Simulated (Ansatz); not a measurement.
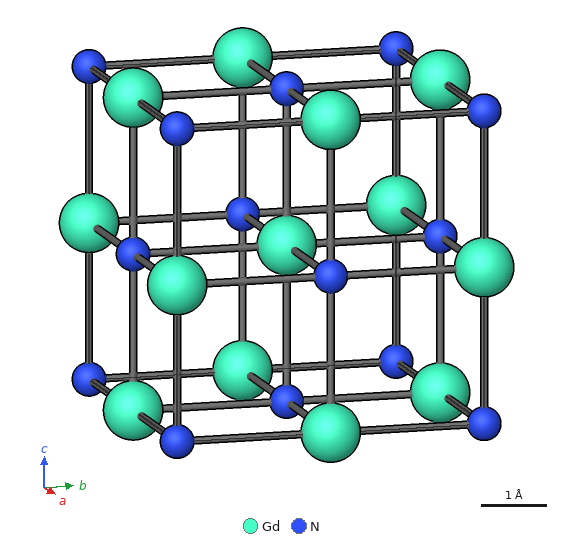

We look at a ball-and-stick model of the crystal slightly off an axis. One conventional unit cell is framed, with atoms on its boundary repeated.

Counted as bonded: Gd–N up to 3.13 Å (cut-off distances).

> What ratio of elements does the structure have?

GdN. The cell holds 4 Gd, 4 N, counting shared atoms by their share.

> Identify the Bravais lattice.

Face-centred cubic.

> Name the space group.

Fm-3m (No. 225), with Gd on 4b and N on 4a.

> What is the name of this structure type?

Rock salt (NaCl type).

> To which atoms is each Gd bonded?

Six N in an octahedral arrangement at about 2.5 Å.

> Does the bonding give isolated units, chains, sheets or a framework?

The bonds build a three-dimensional framework.

It goes back to a structure type known for this compound. Earlier steps of the study may have refined or changed the cell and positions. A calculation with Ansatz used it as input.
